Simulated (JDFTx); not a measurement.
**Band-structure run of PtSe2**

- system: PtSe2 (P-3m1, 3 atoms in the cell)
- method: Kohn-Sham DFT of a periodic cell, r2SCAN, SG15-PBE-1.2, no spin polarisation (JDFTx 1.7.0 (patched build))

The structure derives from an entry of the Crystallography Open Database.

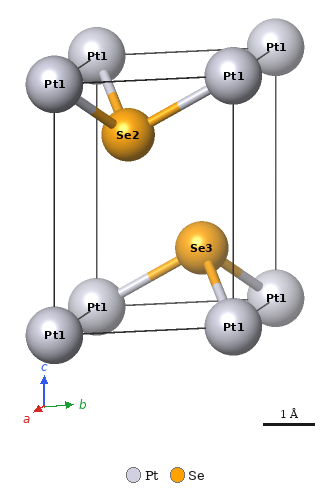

**Figure 1.** The input geometry (ball-and-stick view of the cell of the calculation, seen slightly off an axis; atoms are numbered from 1 in the order of the input). An atom can appear more than once, as a periodic image. Near neighbours in the periodic cell (some may lie outside the picture): Pt has 6 Se at 2.49 Å; Se has 3 Pt at 2.49 Å.

## Input
```
lattice \
    7.0373400881    -3.5186700441     0.0000000000 \
    0.0000000000     6.0945152914     0.0000000000 \
    0.0000000000     0.0000000000     9.5657936429
coords-type Cartesian
ion Pt     0.0000000000     0.0000000000     0.0000000000 1
ion Se     3.5186700444     2.0315050969     7.1743452321 1
ion Se    -0.0000000004     4.0630101945     2.3914484107 1

ion-species pseudo/Pt.upf
ion-species pseudo/Se.upf
elec-cutoff 40 320
elec-ex-corr mgga-x-r2scan mgga-c-r2scan
elec-smearing Fermi 0.0018374661
elec-n-bands 22
electronic-minimize nIterations 30 energyDiffThreshold 1e-06
davidson-band-ratio 1.3
forces-output-coords Cartesian
include path.kpoints
symmetries none
fix-electron-density run.$VAR

dump-name bands.$VAR
dump End Ecomponents EigStats BandEigs Kpoints Forces
```

## File path.kpoints
```
kpoint +0.0000000000 +0.0000000000 +0.0000000000 0.020000000000
kpoint +0.0833333333 +0.0000000000 +0.0000000000 0.020000000000
kpoint +0.1666666667 +0.0000000000 +0.0000000000 0.020000000000
kpoint +0.2500000000 +0.0000000000 +0.0000000000 0.020000000000
kpoint +0.3333333333 +0.0000000000 +0.0000000000 0.020000000000
kpoint +0.4166666667 +0.0000000000 +0.0000000000 0.020000000000
kpoint +0.5000000000 +0.0000000000 +0.0000000000 0.020000000000
kpoint +0.4444444444 +0.1111111111 +0.0000000000 0.020000000000
kpoint +0.3888888889 +0.2222222222 +0.0000000000 0.020000000000
kpoint +0.3333333333 +0.3333333333 +0.0000000000 0.020000000000
kpoint +0.2857142857 +0.2857142857 +0.0000000000 0.020000000000
kpoint +0.2380952381 +0.2380952381 +0.0000000000 0.020000000000
kpoint +0.1904761905 +0.1904761905 +0.0000000000 0.020000000000
kpoint +0.1428571429 +0.1428571429 +0.0000000000 0.020000000000
kpoint +0.0952380952 +0.0952380952 +0.0000000000 0.020000000000
kpoint +0.0476190476 +0.0476190476 +0.0000000000 0.020000000000
kpoint +0.0000000000 +0.0000000000 +0.0000000000 0.020000000000
kpoint +0.0000000000 +0.0000000000 +0.1250000000 0.020000000000
kpoint +0.0000000000 +0.0000000000 +0.2500000000 0.020000000000
kpoint +0.0000000000 +0.0000000000 +0.3750000000 0.020000000000
kpoint +0.0000000000 +0.0000000000 +0.5000000000 0.020000000000
kpoint +0.0833333333 +0.0000000000 +0.5000000000 0.020000000000
kpoint +0.1666666667 +0.0000000000 +0.5000000000 0.020000000000
kpoint +0.2500000000 +0.0000000000 +0.5000000000 0.020000000000
kpoint +0.3333333333 +0.0000000000 +0.5000000000 0.020000000000
kpoint +0.4166666667 +0.0000000000 +0.5000000000 0.020000000000
kpoint +0.5000000000 +0.0000000000 +0.5000000000 0.020000000000
kpoint +0.4583333333 +0.0833333333 +0.5000000000 0.020000000000
kpoint +0.4166666667 +0.1666666667 +0.5000000000 0.020000000000
kpoint +0.3750000000 +0.2500000000 +0.5000000000 0.020000000000
kpoint +0.3333333333 +0.3333333333 +0.5000000000 0.020000000000
kpoint +0.2962962963 +0.2962962963 +0.5000000000 0.020000000000
kpoint +0.2592592593 +0.2592592593 +0.5000000000 0.020000000000
kpoint +0.2222222222 +0.2222222222 +0.5000000000 0.020000000000
kpoint +0.1851851852 +0.1851851852 +0.5000000000 0.020000000000
kpoint +0.1481481481 +0.1481481481 +0.5000000000 0.020000000000
kpoint +0.1111111111 +0.1111111111 +0.5000000000 0.020000000000
kpoint +0.0740740741 +0.0740740741 +0.5000000000 0.020000000000
kpoint +0.0370370370 +0.0370370370 +0.5000000000 0.020000000000
kpoint +0.0000000000 +0.0000000000 +0.5000000000 0.020000000000
kpoint +0.5000000000 +0.0000000000 +0.5000000000 0.020000000000
kpoint +0.5000000000 +0.0000000000 +0.3750000000 0.020000000000
kpoint +0.5000000000 +0.0000000000 +0.2500000000 0.020000000000
kpoint +0.5000000000 +0.0000000000 +0.1250000000 0.020000000000
kpoint +0.5000000000 +0.0000000000 +0.0000000000 0.020000000000
kpoint +0.3333333333 +0.3333333333 +0.0000000000 0.020000000000
kpoint +0.3333333333 +0.3333333333 +0.1250000000 0.020000000000
kpoint +0.3333333333 +0.3333333333 +0.2500000000 0.020000000000
kpoint +0.3333333333 +0.3333333333 +0.3750000000 0.020000000000
kpoint +0.3333333333 +0.3333333333 +0.5000000000 0.020000000000
```

Machine: 1 thread of Intel Xeon (Sapphire Rapids), 32 GiB of memory available, shared host.

Launched with:
```bash
jdftx -c 1 -i bands.in -o bands.out
```

## Log
```
*************** JDFTx 1.7.0 (patched build) ***************

Input parsed successfully to the following command list (including defaults):
[... the input with its defaults ...]

---------- Initializing the Grid ----------
R =
[      7.03734     -3.51867            0  ]
[            0      6.09452            0  ]
[            0            0      9.56579  ]
unit cell volume = 410.269
G =
[   0.892835   0.515479         -0  ]
[          0    1.03096          0  ]
[          0         -0   0.656839  ]
Minimum fftbox size, Smin = [  60  60  80  ]
Chosen fftbox size, S = [  60  60  80  ]

---------- Initializing tighter grid for wavefunction operations ----------
R =
[      7.03734     -3.51867            0  ]
[            0      6.09452            0  ]
[            0            0      9.56579  ]
unit cell volume = 410.269
G =
[   0.892835   0.515479         -0  ]
[          0    1.03096          0  ]
[          0         -0   0.656839  ]
Minimum fftbox size, Smin = [  44  44  56  ]
Chosen fftbox size, S = [  48  48  56  ]

---------- Exchange Correlation functional ----------
Initialized LibXC exchange functional 'Re-regularized SCAN exchange by Furness et al'
Initialized LibXC correlation functional 'Re-regularized SCAN correlation by Furness et al'

---------- Setting up pseudopotentials ----------
Width of ionic core gaussian charges (only for fluid interactions / plotting) set to 0

Reading pseudopotential file 'pseudo/Pt.upf':
  'Pt' pseudopotential, 'PBE' functional
  Generated using ONCVPSP code by D. R. Hamann
  18 valence electrons, 0 orbitals, 8 projectors, 602 radial grid points, with lMax = 3
  Core radius for overlap checks: 2.59 bohrs.

Reading pseudopotential file 'pseudo/Se.upf':
  'Se' pseudopotential, 'PBE' functional
  Generated using ONCVPSP code by D. R. Hamann
  6 valence electrons, 0 orbitals, 6 projectors, 602 radial grid points, with lMax = 2
  Core radius for overlap checks: 2.56 bohrs.

Initialized 2 species with 3 total atoms.

Folded 50 k-points by 1x1x1 to 50 k-points.

---------- Setting up k-points, bands, fillings ----------
No reducable k-points.
Computing the number of bands and number of electrons
Calculating initial fillings.
nElectrons:  30.000000   nBands: 22   nStates: 50

----- Setting up reduced wavefunction bases (one per k-point) -----
average nbasis = 4954.260 , ideal nbasis = 4957.386

---------- Setting up ewald sum ----------
Optimum gaussian width for ewald sums = 2.468384 bohr.
Real space sum over 1089 unit cells with max indices [  5  5  4  ]
Reciprocal space sum over 2535 terms with max indices [  6  6  7  ]

---------- Allocating electronic variables ----------
Reading n from file 'run.n' ... done
Reading tau from file 'run.tau' ... done
Initializing wave functions:  (No orbitals for LCAO)  bandwidth-limited random numbers

----------- Band structure minimization -------------
Minimization will be done independently for each quantum number.

---- Minimization of quantum number:     0  [ +0.0000000 +0.0000000 +0.0000000 ]  0.040000000 ----
BandDavidson: Iter:   0  Eband: +0.420930831497194
BandDavidson: Iter:   1  Eband: +0.089897952263657  dEband: -3.310329e-01
BandDavidson: Iter:   2  Eband: -0.024815970747366  dEband: -1.147139e-01
BandDavidson: Iter:   3  Eband: -0.054875366878352  dEband: -3.005940e-02
[... 732 lines of inner loops ...]
BandDavidson: Iter:   9  Eband: -0.069319262766729  dEband: -2.081590e-06
BandDavidson: Iter:  10  Eband: -0.069319787717934  dEband: -5.249512e-07
BandDavidson: Converged (dEband<1.000000e-06)
	FillingsUpdate:  mu: +0.420883739  nElectrons: 30.000000
WARNING: these k-points are no uniform mesh, so that mu and the fillings of partly filled bands are only those of these points: take mu from the calculation that made the density or potential.

Dumping 'bands.eigStats' ...
	eMin: -3.354435 at state 17 ( [ +0.000000 +0.000000 +0.125000 ] spin 0 )
	HOMO: +0.420791 at state 15 ( [ +0.047619 +0.047619 +0.000000 ] spin 0 )
	mu  : +0.420884
	LUMO: +0.421364 at state 35 ( [ +0.148148 +0.148148 +0.500000 ] spin 0 )
	eMax: +0.875140 at state 16 ( [ +0.000000 +0.000000 +0.000000 ] spin 0 )
	HOMO-LUMO gap: +0.000574
	Optical gap  : +0.039726 at state 36 ( [ +0.111111 +0.111111 +0.500000 ] spin 0 )
Done!
```

## Results in brief

| quantity | value |
| --- | --- |
| outcome | converged |
| space group (tolerance 0.01 Å) | P-3m1 (164) |
| electrons treated | 30 |
| gap on the band path | 0.00 eV |
| wall time | 2.8 min |
| peak memory | 0.17 GiB |

## Notes

The settings depart from the standard set-up of this series, which can bear on the numbers. Points of doubt noted for this run: coarse mesh; metagga forces on grid. Spin–orbit coupling is left out, which matters for Pt.
